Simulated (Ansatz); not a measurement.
Geometry relaxation, with input and output: C7O (part 3 of 3)

The same run, continued: C7O (slab, 8 atoms in the cell); DFT PBE+D3(BJ), scalar-relativistic, plane waves, PAW, no spin polarisation (Ansatz 0.2.0); cutoff 420 eV, 12×12×1 k-mesh, Gaussian smearing of 0.05 eV. The structure derives from an entry of the Crystallography Open Database. The input holds or restrains some coordinates. Forces given for the steps count only the free coordinates. It belongs to a series of runs on one base structure; here: CO put at a top C site.

**Trajectory as extended XYZ, continued**
```
8
Lattice="2.4656 0.0000 0.0000 -1.2328 2.1342 0.0000 0.0000 0.0000 26.9343" Properties=species:S:1:pos:R:3:forces:R:3 step=5 energy=-2321.19981
C     1.2328    0.7115    8.5000    0.0000  -0.0125   0.0105
C     0.0000    1.4226    8.5000    0.0000   0.0085   0.0170
C     0.0000    0.7326   12.0043    0.0000  -0.0383  -0.3378
C     1.2328    1.4433   12.0053    0.0000   0.0747  -0.3398
C     1.2328    0.7029   14.7765    0.0000  -0.0785   0.2974
C     0.0000    1.4150   14.8210    0.0000   0.0321  -1.0687
C     0.0000    1.4121   17.2757    0.0000   0.0121  -5.4750
O     0.0000    1.4165   18.3622    0.0000   0.0019   6.8963
8
Lattice="2.4656 0.0000 0.0000 -1.2328 2.1342 0.0000 0.0000 0.0000 26.9343" Properties=species:S:1:pos:R:3:forces:R:3 step=6 energy=-2321.62308
C     1.2328    0.7115    8.5000    0.0000  -0.0453  -0.0015
C     0.0000    1.4226    8.5000    0.0000   0.0424   0.0033
C     0.0000    0.7238   11.9005    0.0000  -0.0051  -0.2793
C     1.2328    1.4350   11.9018    0.0000   0.0207  -0.3025
C     1.2328    0.7034   14.7170    0.0000   0.0560   0.2922
C     0.0000    1.4167   14.7415    0.0000  -0.0751  -0.4803
C     0.0000    1.4202   17.4219    0.0000   0.0210   0.8819
O     0.0000    1.4239   18.5582    0.0000  -0.0146  -0.1143
8
Lattice="2.4656 0.0000 0.0000 -1.2328 2.1342 0.0000 0.0000 0.0000 26.9343" Properties=species:S:1:pos:R:3:forces:R:3 step=7 energy=-2321.78881
C     1.2328    0.7115    8.5000    0.0000  -0.0409  -0.0216
C     0.0000    1.4226    8.5000    0.0000   0.0396  -0.0193
C     0.0000    0.7308   11.7955    0.0000   0.0350  -0.1420
C     1.2328    1.4420   11.7967    0.0000  -0.0252  -0.1805
C     1.2328    0.6969   14.7452    0.0000   0.1098   0.1869
C     0.0000    1.4101   14.7579    0.0000  -0.1258  -0.2470
C     0.0000    1.4233   17.6219    0.0000   0.0187   0.2834
O     0.0000    1.4263   18.7553    0.0000  -0.0116   0.1441
8
Lattice="2.4656 0.0000 0.0000 -1.2328 2.1342 0.0000 0.0000 0.0000 26.9343" Properties=species:S:1:pos:R:3:forces:R:3 step=8 energy=-2321.86889
C     1.2328    0.7115    8.5000    0.0000  -0.0267  -0.0399
C     0.0000    1.4226    8.5000    0.0000   0.0252  -0.0373
C     0.0000    0.7414   11.7264    0.0000   0.0222  -0.0528
C     1.2328    1.4525   11.7272    0.0000  -0.0146  -0.0823
C     1.2328    0.6835   14.8015    0.0000   0.0828   0.0481
C     0.0000    1.3960   14.8047    0.0000  -0.0939  -0.0692
C     0.0000    1.4299   17.8215    0.0000   0.0114   0.1514
O     0.0000    1.4316   18.9552    0.0000  -0.0066   0.0820
8
Lattice="2.4656 0.0000 0.0000 -1.2328 2.1342 0.0000 0.0000 0.0000 26.9343" Properties=species:S:1:pos:R:3:forces:R:3 step=9 energy=-2321.90565
C     1.2328    0.7115    8.5000    0.0000  -0.0220  -0.0486
C     0.0000    1.4226    8.5000    0.0000   0.0199  -0.0448
C     0.0000    0.7618   11.7007    0.0000   0.0137  -0.0086
C     1.2328    1.4727   11.7009    0.0000  -0.0059  -0.0210
C     1.2328    0.6643   14.8747    0.0000   0.0431   0.0094
C     0.0000    1.3762   14.8750    0.0000  -0.0526  -0.0086
C     0.0000    1.4356   18.0211    0.0000   0.0064   0.0960
O     0.0000    1.4357   19.1552    0.0000  -0.0026   0.0263
8
Lattice="2.4656 0.0000 0.0000 -1.2328 2.1342 0.0000 0.0000 0.0000 26.9343" Properties=species:S:1:pos:R:3:forces:R:3 step=10 energy=-2321.92490
C     1.2328    0.7115    8.5000    0.0000  -0.0223  -0.0377
C     0.0000    1.4226    8.5000    0.0000   0.0193  -0.0315
C     0.0000    0.8121   11.7367    0.0000   0.0080  -0.0005
C     1.2328    1.5229   11.7366    0.0000   0.0020  -0.0054
C     1.2328    0.6257   14.9780    0.0000   0.0051   0.0044
C     0.0000    1.3369   14.9777    0.0000  -0.0161   0.0071
C     0.0000    1.4467   18.2208    0.0000  -0.0016   0.0339
O     0.0000    1.4428   19.3548    0.0000   0.0055   0.0296
8
Lattice="2.4656 0.0000 0.0000 -1.2328 2.1342 0.0000 0.0000 0.0000 26.9343" Properties=species:S:1:pos:R:3:forces:R:3 step=11 energy=-2321.93582
C     1.2328    0.7115    8.5000    0.0000  -0.0203  -0.0269
C     0.0000    1.4226    8.5000    0.0000   0.0170  -0.0185
C     0.0000    0.8691   11.7776    0.0000   0.0007   0.0029
C     1.2328    1.5799   11.7773    0.0000   0.0096   0.0067
C     1.2328    0.5791   15.0889    0.0000  -0.0325  -0.0005
C     0.0000    1.2897   15.0884    0.0000   0.0218   0.0099
C     0.0000    1.4601   18.4152    0.0000  -0.0078  -0.0630
O     0.0000    1.4531   19.5486    0.0000   0.0115   0.0894
8
Lattice="2.4656 0.0000 0.0000 -1.2328 2.1342 0.0000 0.0000 0.0000 26.9343" Properties=species:S:1:pos:R:3:forces:R:3 step=12 energy=-2321.94164
C     1.2328    0.7115    8.5000    0.0000  -0.0113  -0.0145
C     0.0000    1.4226    8.5000    0.0000   0.0082  -0.0025
C     0.0000    0.9698   11.8341    0.0000  -0.0094   0.0103
C     1.2328    1.6805   11.8339    0.0000   0.0170   0.0113
C     1.2328    0.4882   15.2424    0.0000  -0.0696  -0.0111
C     0.0000    1.1982   15.2419    0.0000   0.0612  -0.0043
C     0.0000    1.4852   18.6062    0.0000   0.0001   0.0723
O     0.0000    1.4825   19.7409    0.0000   0.0037  -0.0604
8
Lattice="2.4656 0.0000 0.0000 -1.2328 2.1342 0.0000 0.0000 0.0000 26.9343" Properties=species:S:1:pos:R:3:forces:R:3 step=13 energy=-2321.93836 accepted=F
C     1.2328    0.7115    8.5000    0.0000   0.0025   0.0036
C     0.0000    1.4226    8.5000    0.0000  -0.0032   0.0146
C     0.0000    1.0709   11.9426    0.0000  -0.0307  -0.0185
C     1.2328    1.7815   11.9426    0.0000   0.0329  -0.0351
C     1.2328    0.3875   15.2356    0.0000  -0.0886   0.0003
C     0.0000    1.0971   15.2331    0.0000   0.0855   0.0671
C     0.0000    1.5223   18.7974    0.0000   0.0030   0.0380
O     0.0000    1.5225   19.9321    0.0000  -0.0014  -0.0700
8
Lattice="2.4656 0.0000 0.0000 -1.2328 2.1342 0.0000 0.0000 0.0000 26.9343" Properties=species:S:1:pos:R:3:forces:R:3 step=14 energy=-2321.94329
C     1.2328    0.7115    8.5000    0.0000  -0.0036  -0.0075
C     0.0000    1.4226    8.5000    0.0000   0.0015   0.0059
C     0.0000    1.0423   11.8743    0.0000  -0.0170   0.0008
C     1.2328    1.7530   11.8740    0.0000   0.0213   0.0047
C     1.2328    0.4128   15.2762    0.0000  -0.0711  -0.0012
C     0.0000    1.1228   15.2758    0.0000   0.0660   0.0028
C     0.0000    1.5157   18.6970    0.0000   0.0015  -0.0087
O     0.0000    1.5142   19.8312    0.0000   0.0014   0.0031
8
Lattice="2.4656 0.0000 0.0000 -1.2328 2.1342 0.0000 0.0000 0.0000 26.9343" Properties=species:S:1:pos:R:3:forces:R:3 step=15 energy=-2321.94366
C     1.2328    0.7115    8.5000    0.0000   0.0025  -0.0033
C     0.0000    1.4226    8.5000    0.0000  -0.0040   0.0108
C     0.0000    1.0832   11.9014    0.0000  -0.0146  -0.0022
C     1.2328    1.7941   11.9012    0.0000   0.0159  -0.0020
C     1.2328    0.3664   15.3001    0.0000  -0.0459  -0.0013
C     0.0000    1.0768   15.2998    0.0000   0.0434   0.0013
C     0.0000    1.5398   18.7095    0.0000   0.0003  -0.0137
O     0.0000    1.5380   19.8436    0.0000   0.0023   0.0104
8
Lattice="2.4656 0.0000 0.0000 -1.2328 2.1342 0.0000 0.0000 0.0000 26.9343" Properties=species:S:1:pos:R:3:forces:R:3 step=16 energy=-2321.94385
C     1.2328    0.7115    8.5000    0.0000   0.0069  -0.0051
C     0.0000    1.4226    8.5000    0.0000  -0.0082   0.0102
C     0.0000    1.1070   11.8929    0.0000  -0.0069  -0.0005
C     1.2328    1.8181   11.8928    0.0000   0.0063  -0.0015
C     1.2328    0.3325   15.2920    0.0000  -0.0084  -0.0002
C     0.0000    1.0436   15.2917    0.0000   0.0082   0.0013
C     0.0000    1.5649   18.7031    0.0000   0.0011   0.0005
O     0.0000    1.5639   19.8373    0.0000   0.0010  -0.0048
8
Lattice="2.4656 0.0000 0.0000 -1.2328 2.1342 0.0000 0.0000 0.0000 26.9343" Properties=species:S:1:pos:R:3:forces:R:3 step=17 energy=-2321.94398
C     1.2328    0.7115    8.5000    0.0000   0.0088  -0.0071
C     0.0000    1.4226    8.5000    0.0000  -0.0102   0.0088
C     0.0000    1.1093   11.8817    0.0000   0.0047   0.0001
C     1.2328    1.8205   11.8816    0.0000  -0.0058  -0.0013
C     1.2328    0.3179   15.2725    0.0000   0.0246   0.0015
C     0.0000    1.0295   15.2723    0.0000  -0.0238  -0.0022
C     0.0000    1.5925   18.6661    0.0000   0.0020   0.0133
O     0.0000    1.5922   19.8004    0.0000  -0.0002  -0.0131
```

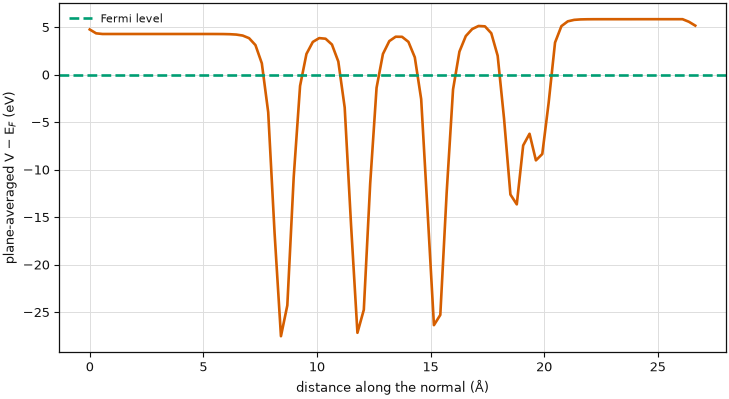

**Figure 1.** Plane average of the electrostatic potential energy of an electron across the cell, from the Fermi level. The vacuum level lies 5.85 eV above the Fermi level on the upper side and 4.29 eV on the lower.

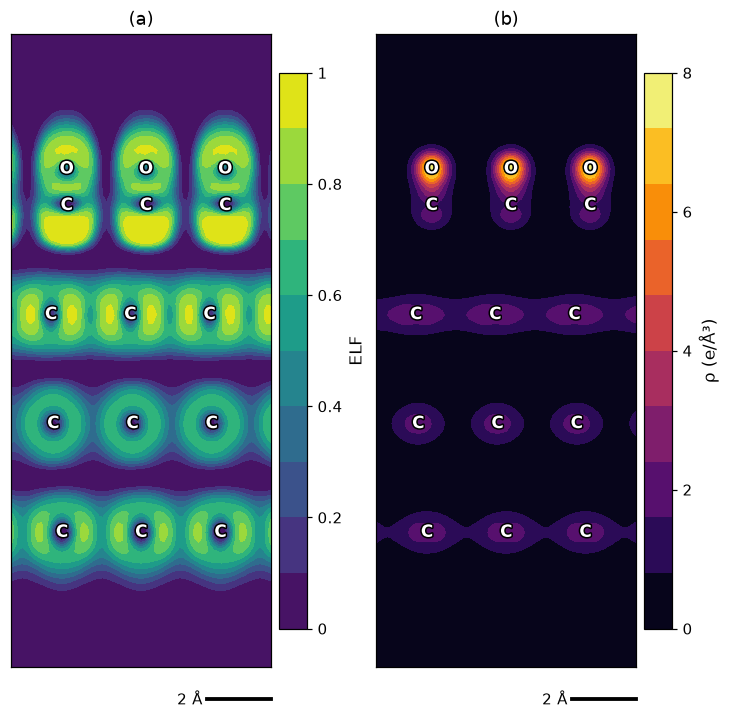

**Figure 2.** (a) electron localisation function; (b) valence pseudo-density on the (100) plane of the calculation cell, a cut from vacuum to vacuum. The section cuts through C and O sites. C–O (1.13 Å): ρ is about 4.1 e/Å³ halfway; the ELF peaks at about 0.85 between the atoms (inside overlapping PAW spheres, so only a guide); a multiple bond by its length, whose ELF region spreads away from the axis. The density dies away to nearly zero in the vacuum. Core electrons are frozen (PAW), so the fields are smoothed inside the atomic spheres.

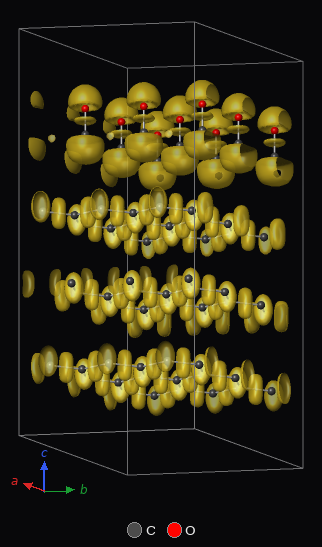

**Figure 3.** Isosurface of the electron localisation function at 0.8 (yellow), seen at an oblique angle. Only the valence region is drawn (cores and ρ < 0.01 e/Å³ removed). Sticks mark near contacts. Profiles from the grid: C–O (1.13 Å): the ELF peaks at about 0.85 between the atoms (inside overlapping PAW spheres, so only a guide); a double or triple bond.

This output came from the following input.

**The input**
```yaml
crystal:
  lattice:
    - [2.4656258796, 0.0, 0.0]
    - [-1.2328129398, 2.1341717713, 0.0]
    - [0.0, 0.0, 26.9342703304]
  atoms:
    - { symbol: C, position: [0.6666996624, 0.3333993247, 0.3155830804] }
    - { symbol: C, position: [0.3333003376, 0.6666006753, 0.3155830804] }
    - { symbol: C, position: [0.1666996624, 0.3333993247, 0.4415243116] }
    - { symbol: C, position: [0.8333003376, 0.6666006753, 0.4415243116] }
    - { symbol: C, position: [0.6666996624, 0.3333993247, 0.5674655427] }
    - { symbol: C, position: [0.3333003376, 0.6666006753, 0.5674655427] }
    - { symbol: C, position: [0.3333003376, 0.6666006753, 0.6261268682] }
    - { symbol: O, position: [0.3333003376, 0.6666006753, 0.6688234027] }
basis:
  ecutwfc: 420
kpoints:
  mp_grid: { grid: [12, 12, 1] }
hamiltonian:
  xc: pbe
  dispersion: d3bj
scf:
  occupations: { method: gaussian, width: 0.05 }
output:
  forces: true
  eigenvalues: true
  write_density: true
  write_potential: true
  elf: true
  volumetric_format: npy
relax:
  adjacent_minimum: "off"
  f_tol: 0.03
  max_steps: 70
  constraints: [{ sites: [0, 1] }]
efield:
  axis: 3
  dipole_correction: true
  ramp_width: 0.04
```

Launched with:
```bash
ansatz run input.yaml --threads 1 --pin off --max-ram 2560MiB --backend cpu --events-out ev --progress --plain --runs-dir out
```

**Results in brief**

```json
{"quantity": "outcome", "value": "converged under the restraints of the input"}
{"quantity": "electrons treated", "value": "34"}
{"quantity": "free energy", "value": "−2321.9440 eV"}
{"quantity": "work function, top face", "value": "5.85 eV"}
{"quantity": "work function, bottom face", "value": "4.29 eV"}
{"quantity": "Fermi energy", "value": "0.804 eV"}
{"quantity": "gap on the k-point mesh", "value": "none (metallic)"}
{"quantity": "final volume", "value": "141.73 Å³"}
{"quantity": "work function (upper face)", "value": "5.85 eV"}
{"quantity": "largest force (length of the vector) at the end, held atoms and coordinates included", "value": "0.025 eV/Å"}
{"quantity": "hardware", "value": "1 thread of Intel Xeon (Sapphire Rapids), 64 GiB of memory available, shared host"}
{"quantity": "wall time", "value": "5 min"}
{"quantity": "peak memory", "value": "0.46 GiB"}
```

**Notes**

The electronic state found may not be the lowest one. Notes on the run: the exchange-correlation potential is rough where the density is thin.
